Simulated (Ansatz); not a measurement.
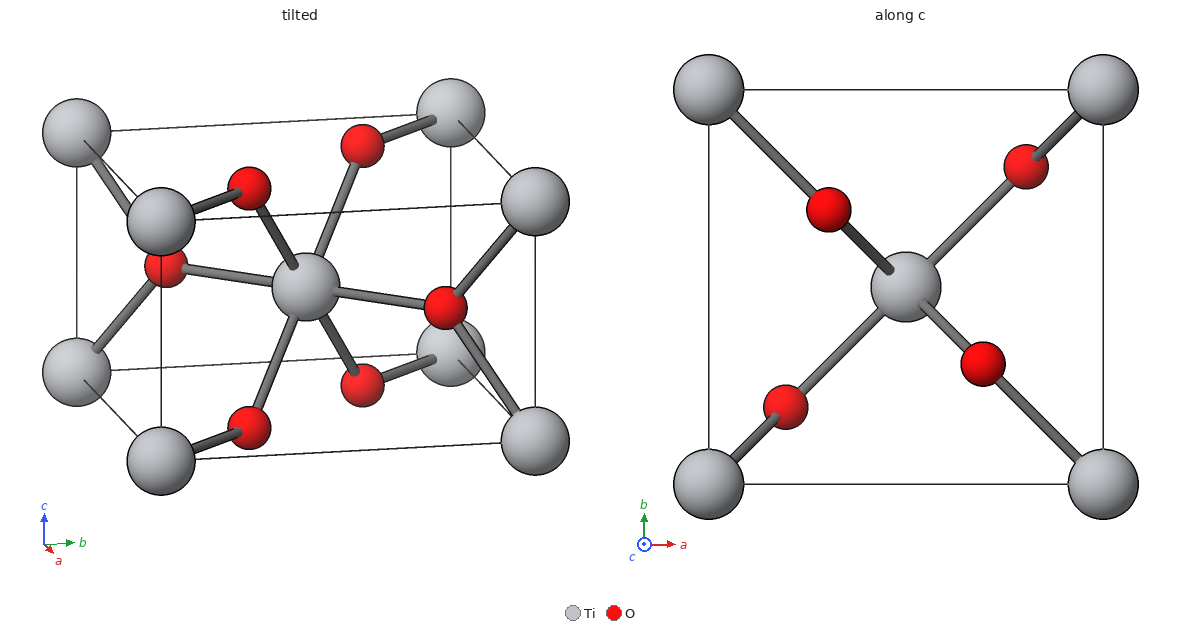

The figure gives a ball-and-stick picture of the atoms, viewed slightly off an axis and along the c axis. The outline marks the conventional unit cell.

TiO$_{2}$, rutile, space group P4_2/mnm (No. 136), a = 4.597 Å, b = 4.597 Å, c = 2.954 Å, α = 90.00°, β = 90.00°, γ = 90.00°. Starting structure: a structure listed in the Materials Project. Earlier steps of the study, as a rule a relaxation of our own, may have changed the cell and positions, so they can lie some per cent off the listed ones. Ansatz was used for an electronic-structure calculation on it.

This one geometry was computed with Ansatz (DFT, plane waves, PAW) at four levels of theory: PBE0, r2SCAN, PBE and HSE06. It was relaxed beforehand with r2SCAN.

Question: Which level gives the highest pressure at this volume, and what does that say about its equilibrium volume?

Answer: Highest: PBE (5.2 GPa), which points to the largest equilibrium volume. Lowest, with the smallest volume: PBE0 (-3.0 GPa) and HSE06 (-2.8 GPa). Levels within 0.5 GPa of each other can't be told apart.

Question: How does the band gap change with the level of theory?

Answer: PBE: a gap of 1.89 eV, direct; r2SCAN: a gap of 2.22 eV, direct; HSE06: a gap of 3.38 eV, direct; PBE0: a gap of 4.14 eV, direct.

Question: Collect the results in a table.

Answer:
| level | cutoff (eV) | k-mesh of the run's cell | gap (eV) | pressure (GPa) |
| --- | --- | --- | --- | --- |
| PBE0 | 420 | 4×4×4 | 4.14 | -3.0 |
| r2SCAN | 500 | 6×6×6 | 2.22 | 0.0 |
| PBE | 420 | 6×6×6 | 1.89 | 5.2 |
| HSE06 | 420 | 4×4×4 | 3.38 | -2.8 |

Gaps are taken on the k-mesh or band path of each run.
